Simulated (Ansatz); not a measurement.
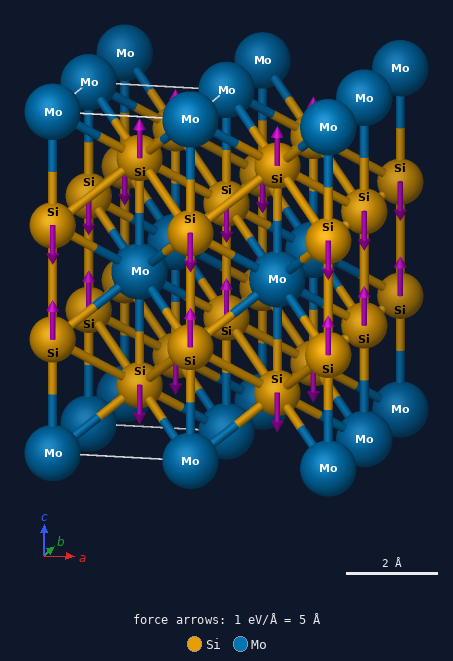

A changed version of a symmetric starting cell of Si2Mo (made from another compound by putting Mo in place of W), with the computed forces as purple arrows. Besides, all lengths are scaled by −1.2 % (volume −3.6 %). The picture is a ball-and-stick view of the conventional cell (2 times the calculation's cell), repeated 2 × 2 × 1 with one cell outlined, seen slightly off an axis. Lengths and directions refer to the drawn axes.

Theory: DFT PBE, scalar-relativistic, plane waves, PAW in Ansatz 0.2.0. Set-up: plane-wave cutoff 420 eV; k-point mesh 18 × 18 × 18; occupations gaussian; smearing width 0.1 eV; no spin polarisation.

How do the forces relate to the distortion?

Answer. The atoms keep their fractional coordinates. No relaxation follows. The starting cell wasn't computed here and needn't be at equilibrium, so pressure and forces aren't due to the change alone. The pressure is 18.4 GPa (not all of it need come from the change, since the unchanged cell can be under pressure at this level too). The principal stresses (compression positive) are 19.4 GPa along c and 17.9 GPa across it. The largest forces, 0.18 eV/Å, act on 2 Si atoms of the calculation's cell. Near-neighbour distances before and after: Si–Si 2.590 → 2.557 to 2.568 Å, Mo–Si 2.592 → 2.560 Å. The space group stays I4/mmm (No. 139).
